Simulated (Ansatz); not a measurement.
## Geometry relaxation, with input and output: WSi6 (part 1 of 3)

The run: geometry relaxation of WSi6 (slab, 7 atoms in the cell). Method and program: DFT PBEsol, scalar-relativistic, plane waves, PAW, spin-polarised (Ansatz 0.2.0).

The structure derives from an entry of the Crystallography Open Database. The input holds or restrains some coordinates. Forces given for the steps count only the free coordinates. It belongs to a series of runs on one base structure; here: W over the place (0/6, 1/6) of the surface cell, its height relaxed. Figures and captions count atoms from 1; the log counts them from 0 in places.

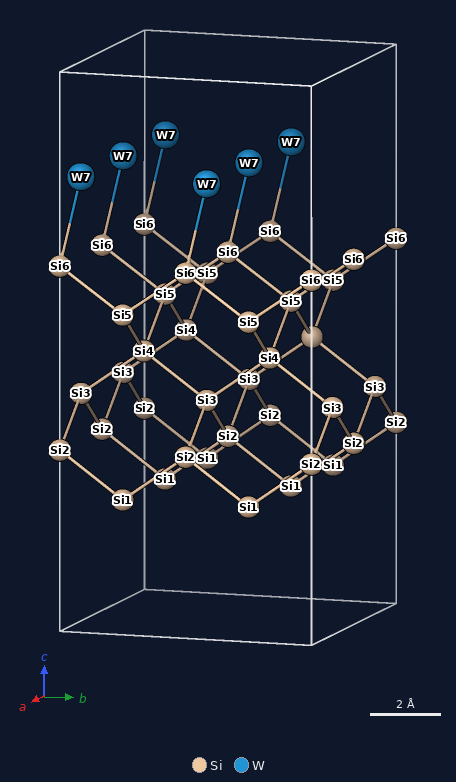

The starting structure (ball-and-stick view of the 2 × 2 repeat of the cell, with the vacuum cut short, seen slightly off an axis; atoms are numbered from 1 in the order of the input). An atom can appear more than once, as a periodic image.

## Results in brief

| quantity | value |
| --- | --- |
| outcome | converged under the restraints of the input |
| electrons treated | 38 |
| free energy | −13975.8530 eV |
| work function, top face | 3.84 eV |
| work function, bottom face | 5.49 eV |
| Fermi energy | −0.087 eV |
| gap on the k-point mesh | none (metallic) |
| net moment of the cell | 3.49 μB |
| integrated absolute moment | 3.76 μB |
| final volume | 380.65 Å³ |
| work function (upper face) | 3.84 eV |
| largest force (length of the vector) at the end, held atoms and coordinates included | 0.219 eV/Å |
| hardware | 1 thread of Intel Xeon @ 2.50GHz (Skylake/Cascade Lake), 189 GiB of memory available, shared host |
| wall time | 13 min |
| peak memory | 0.83 GiB |

Warnings of the run: the exchange-correlation potential is rough where the density is thin. Spin–orbit coupling is left out, which matters for W.

## Input
```yaml
crystal:
  lattice:
    - [3.8417168285, 0.0, 0.0]
    - [0.0, 3.8417168285, 0.0]
    - [0.0, 0.0, 25.7912600521]
  atoms:
    - { symbol: Si, position: [0.0, 0.5, 0.3295690084] }
    - { symbol: Si, position: [0.0, 0.0, 0.3822322752] }
    - { symbol: Si, position: [0.5, 0.0, 0.4348955421] }
    - { symbol: Si, position: [0.5, 0.5, 0.4872505114] }
    - { symbol: Si, position: [0.0, 0.5, 0.5400001596] }
    - { symbol: Si, position: [0.0, 0.0, 0.5916358883] }
    - { symbol: W, position: [0.0, 0.1666666667, 0.6947716015], spin: 4.0 }
basis:
  ecutwfc: 420
kpoints:
  mp_grid: { grid: [8, 8, 1] }
hamiltonian:
  xc: pbesol
scf:
  occupations: { method: gaussian, width: 0.05 }
output:
  forces: true
  eigenvalues: true
  populations: true
  write_density: true
  write_potential: true
  elf: true
  volumetric_format: npy
magnetization:
  spin_polarized: true
relax:
  adjacent_minimum: "off"
  f_tol: 0.02
  max_steps: 25
  constraints: [{ sites: [0, 1, 2, 3, 4, 5] }, { site: 6, fix: xy }]
efield:
  axis: 3
  dipole_correction: true
  ramp_width: 0.04
```

Launched with:
```bash
ansatz run input.yaml --threads 1 --pin off --max-ram 2560MiB --backend cpu --events-out ev --progress --plain --runs-dir out
```

## Output
```
Engine: ansatz 0.2.0, x86_64-unknown-linux-gnu
Pseudopotentials: kind: paw
Pseudopotential: Si, paw, valence charge 4, recommended cutoff 420 eV (normal), Si.paw.azcp
Pseudopotential: W, paw, valence charge 14, recommended cutoff 420 eV (normal), W.paw.azcp
Functional definition: PBEsol
  exchange = pbesol_x
  correlation = pbesol_c
Crystal: 7 atoms, lattice volume = 380.648 Å³
Basis set: ecut = 420 eV, 7511 PW (Γ), exchange–correlation on 54×54×360 points (8 copies of the dense FFT grid, shifted against one another)
Bands: 28, of which v1, the nominal top of the filled ones, is band 19 counted from 1 (18 counted from 0)
Symmetry: 2 space group operations
k-points: 25 of 64 (time reversal used)
Non-local potential: Si, projectors of the file, l = 0: 2, l = 1: 2, l = 2: 2
Non-local potential: W, projectors of the file, l = 0: 3, l = 1: 2, l = 2: 2, l = 3: 1
PAW form: soft (Blöchl's): semilocal exchange-correlation on the pseudo side does not see the compensation charge
PAW frozen core: Si, regenerated for the run's functional, and the local potential with it (the file was generated under x = pbe(κ = 0.804, μ = 0.2195149727645171), c = pbe(β = 0.06672455060314922))
PAW frozen core: W, regenerated for the run's functional, and the local potential with it (the file was generated under x = pbe(κ = 0.804, μ = 0.2195149727645171), c = pbe(β = 0.06672455060314922))
PAW one-centre angular grid: Si, 110 points (default); XC on 64 Gauss nodes
PAW one-centre angular grid: W, 590 points (default); XC on 64 Gauss nodes
Initial density: superposition of atomic densities (neutral atoms: chi_scale 0, normalization atom)
Starting moments: Σ|m| = 4 μB on 1 of 7 sites
Initial wavefunctions: pseudopotential atomic-orbital guess
Functional: x = pbesol(κ = 0.804, μ = 0.12345679012345678), c = pbesol(β = 0.046)
SCF iter   1: F=—  HF=-13976.634950 eV  |F-HF|=—  |Δ(HF+E_count)|=         —  Δρ=1.59e-2 (↑1.59e-2 ↓1.36e-2)  dr2=2.22e1  dr2_m=9.89e-2  M=3.672 μB ∫|m|=4.040 μB  β_m=1.00  ethr=3.10e-3  p=-0.000 e·Å  D=-6.03e-7 V/Å  ΔV_dip=0.00 eV  dr2_dipole=1.08e1  V_vac-E_F(+/−)=5.89/5.89 eV  ⟨swp⟩=9.4  Hψ=8897  notcnv=0
Mixer restart at iter 1: flushing history
efield: sawtooth ramp at fractional position 0.9922 (placed from the atoms, in the widest stretch of the axis that holds none; the zero of the levels goes with the place), width 0.0400; the density the first Hamiltonian is built on has a dipole p = -0.000 e·Å; the dipole correction subtracts the counter field D = -6.03e-7 V/Å, which shifts the + side's vacuum level by +0.00 eV against the − side's; the planar-averaged density in the ramp window peaks in size at 9.1e-7 e/Å³
preconditioner: auto → LDOS  [metal: Δε(μ)=0.011 eV  Ē_g=6.499 eV  σ=0.050 eV  W_gap=0.13  n_scr=42 (ndim 8)  ℏωp=10.4 eV  f_vac=0.469  D(μ)=4.64/eV (n_scr^D=12)]
spin=Collinear: LDOS preconditioning applied to the charge; magnetization (m = ρ↑ − ρ↓) channel mixes plain (no charge-response kernel on spin).
SCF iter   2: F=—  HF=-13975.878463 eV  |F-HF|=—  |Δ(HF+E_count)|=   7.56e-1  Δρ=9.70e-3 (↑9.56e-3 ↓9.70e-3)  dr2=1.19e1  dr2_m=2.87e-3  M=3.724 μB ∫|m|=4.140 μB  β_m=0.54  ethr=3.10e-3  p=0.042 e·Å  D=2.01e-2 V/Å  ΔV_dip=-0.52 eV  dr2_dipole=6.01e0  V_vac-E_F(+/−)=5.29/5.81 eV  ⟨swp⟩=2.2  Hψ=2117  notcnv=0  defer=110
density mixer auto → msr1: a metal under ldos (density of states about μ 1.00 of a free-electron gas's, 42 screened modes)
SCF iter   3: F=—  HF=-13975.157645 eV  |F-HF|=—  |Δ(HF+E_count)|=   7.21e-1  Δρ=6.17e-3 (↑6.17e-3 ↓4.93e-3)  dr2=1.06e0  dr2_m=9.41e-2  M=3.815 μB ∫|m|=4.287 μB  β_m=0.68  ethr=3.10e-3  p=0.165 e·Å  D=7.83e-2 V/Å  ΔV_dip=-2.02 eV  dr2_dipole=7.12e-1  V_vac-E_F(+/−)=3.65/5.67 eV  ⟨swp⟩=3.7  Hψ=2861  notcnv=0  defer=145
SCF iter   4: F=—  HF=-13975.238742 eV  |F-HF|=—  |Δ(HF+E_count)|=   8.11e-2  Δρ=2.22e-3 (↑2.22e-3 ↓1.89e-3)  dr2=3.04e-2  dr2_m=1.37e-2  M=3.846 μB ∫|m|=4.286 μB  β_m=0.81  ethr=2.78e-3  p=0.133 e·Å  D=6.31e-2 V/Å  ΔV_dip=-1.63 eV  dr2_dipole=1.36e-2  V_vac-E_F(+/−)=3.99/5.62 eV  ⟨swp⟩=2.2  Hψ=2049  notcnv=0  defer=133
SCF iter   5: F=—  HF=-13975.265340 eV  |F-HF|=—  |Δ(HF+E_count)|=         —  Δρ=8.35e-4 (↑8.35e-4 ↓6.46e-4)  dr2=3.76e-3  dr2_m=1.62e-3  M=3.885 μB ∫|m|=4.331 μB  β_m=0.81  ethr=7.99e-5  p=0.130 e·Å  D=6.19e-2 V/Å  ΔV_dip=-1.60 eV  dr2_dipole=4.91e-4  V_vac-E_F(+/−)=3.96/5.55 eV  ⟨swp⟩=2.7  Hψ=2508  notcnv=0  defer=144
SCF iter   6: F=—  HF=-13975.267668 eV  |F-HF|=—  |Δ(HF+E_count)|=   2.33e-3  Δρ=2.13e-4 (↑2.13e-4 ↓2.07e-4)  dr2=4.04e-3  dr2_m=8.09e-5  M=3.887 μB ∫|m|=4.333 μB  β_m=0.81  ethr=9.90e-6  p=0.130 e·Å  D=6.20e-2 V/Å  ΔV_dip=-1.60 eV  dr2_dipole=6.63e-4  V_vac-E_F(+/−)=3.93/5.53 eV  ⟨swp⟩=2.1  Hψ=2307  notcnv=0  defer=144
SCF iter   7: F=—  HF=-13975.267810 eV  |F-HF|=—  |Δ(HF+E_count)|=   1.42e-4  Δρ=1.09e-4 (↑9.88e-5 ↓1.09e-4)  dr2=7.87e-4  dr2_m=2.22e-5  M=3.890 μB ∫|m|=4.337 μB  β_m=0.86  ethr=9.90e-6  p=0.130 e·Å  D=6.16e-2 V/Å  ΔV_dip=-1.59 eV  dr2_dipole=2.16e-4  V_vac-E_F(+/−)=3.92/5.51 eV  ⟨swp⟩=1.0  Hψ=1400  notcnv=0  defer=144
SCF iter   8: F=—  HF=-13975.267893 eV  |F-HF|=—  |Δ(HF+E_count)|=   8.37e-5  Δρ=4.15e-5 (↑4.13e-5 ↓4.15e-5)  dr2=2.16e-4  dr2_m=2.01e-6  M=3.891 μB ∫|m|=4.338 μB  β_m=0.79  ethr=2.07e-6  p=0.130 e·Å  D=6.17e-2 V/Å  ΔV_dip=-1.59 eV  dr2_dipole=5.39e-5  V_vac-E_F(+/−)=3.90/5.49 eV  ⟨swp⟩=2.0  Hψ=1714  notcnv=0  defer=144
SCF iter   9: F=—  HF=-13975.267898 eV  |F-HF|=—  |Δ(HF+E_count)|=   4.53e-6  Δρ=1.58e-5 (↑1.58e-5 ↓1.55e-5)  dr2=5.33e-5  dr2_m=1.74e-7  M=3.891 μB ∫|m|=4.338 μB  β_m=0.74  ethr=5.67e-7  p=0.129 e·Å  D=6.14e-2 V/Å  ΔV_dip=-1.58 eV  dr2_dipole=2.61e-5  V_vac-E_F(+/−)=3.90/5.49 eV  ⟨swp⟩=1.9  Hψ=1723  notcnv=0  defer=144
SCF iter  10: F=—  HF=-13975.267897 eV  |F-HF|=—  |Δ(HF+E_count)|=   4.41e-7  Δρ=6.42e-6 (↑4.91e-6 ↓6.42e-6)  dr2=4.76e-6  dr2_m=5.55e-8  M=3.891 μB ∫|m|=4.338 μB  β_m=0.74  ethr=1.40e-7  p=0.129 e·Å  D=6.14e-2 V/Å  ΔV_dip=-1.58 eV  dr2_dipole=2.37e-6  V_vac-E_F(+/−)=3.90/5.49 eV  ⟨swp⟩=1.1  Hψ=1420  notcnv=0  defer=144
SCF iter  11: F=-13975.267897 eV  HF=-13975.267897 eV  |F-HF|=1.48e-7  |Δ(HF+E_count)|=   5.72e-8  Δρ=2.37e-6 (↑2.37e-6 ↓2.19e-6)  dr2=1.79e-7  dr2_m=1.21e-8  M=3.891 μB ∫|m|=4.337 μB  ethr=1.25e-8  p=0.129 e·Å  D=6.14e-2 V/Å  ΔV_dip=-1.58 eV  dr2_dipole=6.15e-8  V_vac-E_F(+/−)=3.90/5.48 eV  ⟨swp⟩=20.1  Hψ=13751  notcnv=0
SCF 1 converged in 11 iterations: F = -13975.267897 eV  dr2 = 1.79e-7
  greatest PAW one-centre occupation: 1.000 electrons in one spin orbital (limit 2), on the W atom at site 6 (counted from 0), in its partial waves of l = 0
relax step   1: F+E_penalty+E_count = -13975.26789731 eV  Δ(F+E_penalty+E_count) = +0.000e0 eV  max|allowed force component| = 2.088e0 eV/Å  Δτ_max = 0.0000 Å  (11 SCF iters, dr2 threshold 1.00e-5 eV, accepted)
Initial density: handed on by an earlier stage of this run
Starting moments: Σ|m| = 4 μB on 1 of 7 sites; this step starts from the density that it was given
Initial wavefunctions: those handed on with the density
iter 1 solved again at ethr=5.72e-4 eV; its pass at ethr=3.10e-3 eV (dr2=2.17e-1 eV) is discarded
SCF iter   1: F=—  HF=-13975.424615 eV  |F-HF|=—  |Δ(HF+E_count)|=         —  Δρ=1.04e-2 (↑1.04e-2 ↓9.86e-3)  dr2=1.54e-1  dr2_m=3.40e-1  M=3.746 μB ∫|m|=4.091 μB  β_m=1.00  ethr=5.72e-4  p=0.129 e·Å  D=6.14e-2 V/Å  ΔV_dip=-1.58 eV  dr2_dipole=3.49e-2  V_vac-E_F(+/−)=3.88/5.46 eV  ⟨swp⟩=1.1  Hψ=6019  notcnv=0  defer=125
efield: sawtooth ramp at fractional position 0.9922 (handed on by an earlier solve), width 0.0400; the density the first Hamiltonian is built on has a dipole p = 0.129 e·Å; the dipole correction subtracts the counter field D = 6.14e-2 V/Å, which shifts the + side's vacuum level by -1.58 eV against the − side's; the planar-averaged density in the ramp window peaks in size at 1.1e-6 e/Å³
eigensolver tolerance schedule: the retry pair's looser diagonalisation over-reported the residual by 0.41 of it (diagonalisation noise at 0.10 of the residual, at the tolerance the schedule requests for it); recorded, not acted on — ethr = c·dr2/N_el stays at c = 1.0e-1
preconditioner: auto → LDOS  [metal: Δε(μ)=0.037 eV  Ē_g=6.115 eV  σ=0.050 eV  W_gap=0.40  n_scr=42 (ndim 8)  ℏωp=10.4 eV  f_vac=0.485  D(μ)=3.26/eV (n_scr^D=10)]
spin=Collinear: LDOS preconditioning applied to the charge; magnetization (m = ρ↑ − ρ↓) channel mixes plain (no charge-response kernel on spin).
SCF iter   2: F=—  HF=-13975.642077 eV  |F-HF|=—  |Δ(HF+E_count)|=   2.17e-1  Δρ=1.79e-3 (↑1.79e-3 ↓1.39e-3)  dr2=4.10e-2  dr2_m=2.07e-3  M=3.712 μB ∫|m|=4.061 μB  β_m=0.32  ethr=4.06e-4  p=0.138 e·Å  D=6.54e-2 V/Å  ΔV_dip=-1.69 eV  dr2_dipole=1.28e-2  V_vac-E_F(+/−)=3.78/5.47 eV  ⟨swp⟩=3.4  Hψ=2852  notcnv=0  defer=138
density mixer auto → msr1: a metal under ldos (density of states about μ 1.09 of a free-electron gas's, 42 screened modes)
SCF iter   3: F=—  HF=-13975.642051 eV  |F-HF|=—  |Δ(HF+E_count)|=   2.66e-5  Δρ=1.09e-3 (↑8.79e-4 ↓1.09e-3)  dr2=1.10e-2  dr2_m=1.14e-3  M=3.713 μB ∫|m|=4.073 μB  β_m=0.51  ethr=1.08e-4  p=0.140 e·Å  D=6.65e-2 V/Å  ΔV_dip=-1.71 eV  dr2_dipole=3.73e-3  V_vac-E_F(+/−)=3.76/5.48 eV  ⟨swp⟩=2.2  Hψ=1808  notcnv=0  defer=140
SCF iter   4: F=—  HF=-13975.644757 eV  |F-HF|=—  |Δ(HF+E_count)|=   2.71e-3  Δρ=2.71e-4 (↑2.51e-4 ↓2.71e-4)  dr2=1.77e-3  dr2_m=1.05e-4  M=3.724 μB ∫|m|=4.099 μB  β_m=0.63  ethr=2.90e-5  p=0.138 e·Å  D=6.54e-2 V/Å  ΔV_dip=-1.69 eV  dr2_dipole=6.99e-4  V_vac-E_F(+/−)=3.79/5.48 eV  ⟨swp⟩=2.2  Hψ=1964  notcnv=0  defer=140
SCF iter   5: F=—  HF=-13975.645428 eV  |F-HF|=—  |Δ(HF+E_count)|=   6.72e-4  Δρ=8.65e-5 (↑8.65e-5 ↓6.96e-5)  dr2=3.95e-5  dr2_m=1.66e-5  M=3.727 μB ∫|m|=4.109 μB  β_m=0.71  ethr=4.66e-6  p=0.136 e·Å  D=6.45e-2 V/Å  ΔV_dip=-1.66 eV  dr2_dipole=1.11e-5  V_vac-E_F(+/−)=3.82/5.49 eV  ⟨swp⟩=2.1  Hψ=1653  notcnv=0  defer=140
SCF iter   6: F=—  HF=-13975.645445 eV  |F-HF|=—  |Δ(HF+E_count)|=   1.68e-5  Δρ=4.59e-5 (↑4.59e-5 ↓2.98e-5)  dr2=2.25e-4  dr2_m=1.04e-6  M=3.725 μB ∫|m|=4.109 μB  β_m=0.73  ethr=1.04e-7  p=0.135 e·Å  D=6.44e-2 V/Å  ΔV_dip=-1.66 eV  dr2_dipole=1.11e-4  V_vac-E_F(+/−)=3.83/5.49 eV  ⟨swp⟩=2.2  Hψ=2312  notcnv=0  defer=140
SCF iter   7: F=-13975.645425 eV  HF=-13975.645443 eV  |F-HF|=1.81e-5  |Δ(HF+E_count)|=   1.93e-6  Δρ=1.30e-5 (↑1.30e-5 ↓8.13e-6)  dr2=1.21e-5  dr2_m=1.91e-7  M=3.726 μB ∫|m|=4.112 μB  ethr=1.04e-7  p=0.135 e·Å  D=6.43e-2 V/Å  ΔV_dip=-1.66 eV  dr2_dipole=7.07e-6  V_vac-E_F(+/−)=3.83/5.49 eV  ⟨swp⟩=19.1  Hψ=13922  notcnv=0
SCF 2 converged in 7 iterations: F = -13975.645425 eV  dr2 = 1.21e-5
relax step   2: F+E_penalty+E_count = -13975.64542525 eV  Δ(F+E_penalty+E_count) = -3.775e-1 eV  max|allowed force component| = 1.622e0 eV/Å  Δτ_max = 0.1979 Å  (7 SCF iters, dr2 threshold 1.00e-4 eV, accepted)
iter 1 solved again at ethr=6.68e-4 eV; its pass at ethr=3.10e-3 eV (dr2=2.54e-1 eV) is discarded
```
